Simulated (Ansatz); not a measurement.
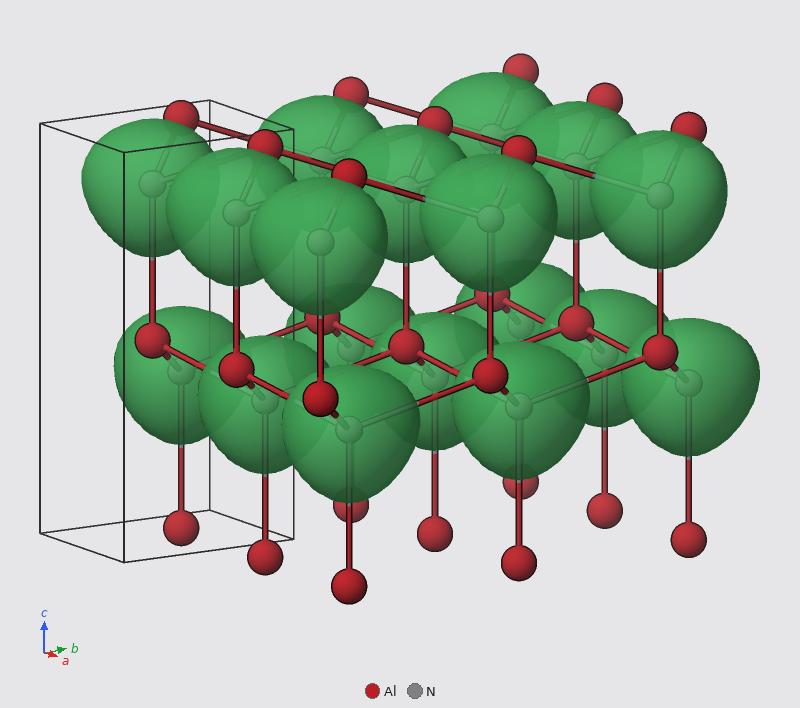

Figure 1: AlN. Isosurface of the valence electron density at 0.8 e/Å³ (green), seen slightly off an axis. Sticks mark near contacts.

Space group P6₃mc; computed pressure about −4 GPa in this cell.

Theory: Ansatz 0.2.0, DFT LDA, scalar-relativistic, plane waves, PAW.

The density is the valence pseudo-density of a PAW calculation; it isn't the true density close to the nuclei.

Input file:

```
crystal:
  lattice:
    - [3.113, 0.0, 0.0]
    - [-1.5565, 2.695937082, 0.0]
    - [0.0, 0.0, 4.971038]
  atoms:
    - { symbol: Al, position: [0.3333333333, 0.6666666667, 0.0] }
    - { symbol: Al, position: [0.6666666667, 0.3333333333, 0.5] }
    - { symbol: "N", position: [0.3333333333, 0.6666666667, 0.38] }
    - { symbol: "N", position: [0.6666666667, 0.3333333333, 0.88] }
scf:
  occupations: { method: fixed }
output:
  forces: true
  stress: true
  eigenvalues: true
  write_density: true
  write_potential: true
  elf: true
  volumetric_format: npy
hamiltonian:
  xc: lda
relax:
  f_tol: 0.001
  max_steps: 60
kpoints:
  mp_grid: { grid: [9, 9, 6] }
```

Run with:

```sh
ansatz run input.yaml --threads 8 --pin off --max-ram 16384MiB --backend cpu --events-out ev --progress --plain --runs-dir out
```

Below, planes, directions and counts refer to the conventional cell (a = 3.11 Å, b = 3.11 Å, c = 4.97 Å, α = 90.00°, β = 90.00°, γ = 120.00°).

The fields are those of the run's last geometry, not of the input's.

### How is the density connected at this value?

At this value the density breaks into separate islands; it holds about 50 % of the electrons treated as valence. It bridges none of the near contacts. It is pinched off along the sampled Al–N (1.89 Å) contacts. On the grid the lowest density along these lines, outside the cores, is 0.57 e/Å³ (Al–N, 1.89 Å).
